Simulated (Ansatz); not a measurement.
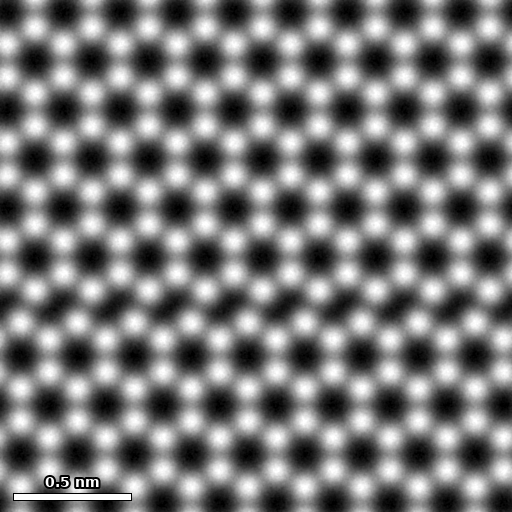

HAADF-like image of Ni (P6_3/mmc, No. 194) along [001]. The image is simulated as a sum over atoms of Z^1.8, blurred by a 1.00 Å probe (no channelling). The probe carries 25 % of its weight in a tail 2.5 times as wide. The display is stretched by a gamma of 0.8; percentages refer to the linear signal. Shot noise was added.

One planar defect was built into the perfect crystal by geometry alone, without relaxation. Host structure: the end point of a relaxation with DFT, PAW plane waves, r2scan in Ansatz 0.2.0; the starting structure was generated, so it need not be a known form of this composition.

**Where does the periodic pattern break, and how?**

A planar fault (a stacking fault) runs horizontally about 13 Å below the top edge. The part above it is shifted along the boundary by 1/4 of the 2.44 Å repeat of the rows (0.6 Å to the right, the same as 1.8 Å to the left); both parts keep the same orientation.
